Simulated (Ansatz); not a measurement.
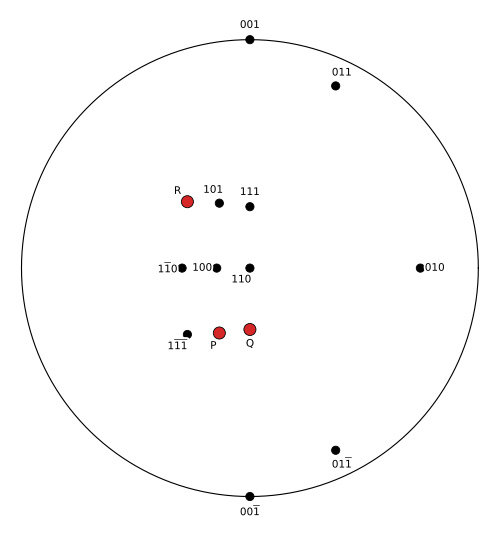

Stereographic projection of plane normals (upper hemisphere) centred on (1 1 0). Crystal: C, coordinates from a relaxation with DFT PBE, scalar-relativistic, plane waves, PAW (Ansatz); the starting structure was generated, so it need not be a known form of this composition. Symmetry computed with spglib at a tolerance of 0.002 Å; standard conventional cell.

a = 2.512 Å, b = 8.460 Å, c = 4.155 Å, α = 90.00°, β = 90.00°, γ = 90.00°.

> Index the poles marked P, Q, R.

P is (1 0 −1), 34.9° from the centre; Q is (1 1 −1), 30.1° from the centre; R is (1 −1 1), 43.5° from the centre.

> What is the angle between the normals of (0 1 1) and (0 0 −1), and what are their d_hkl = 1/|g|?

153.8°; d = 3.729 Å and 4.155 Å.
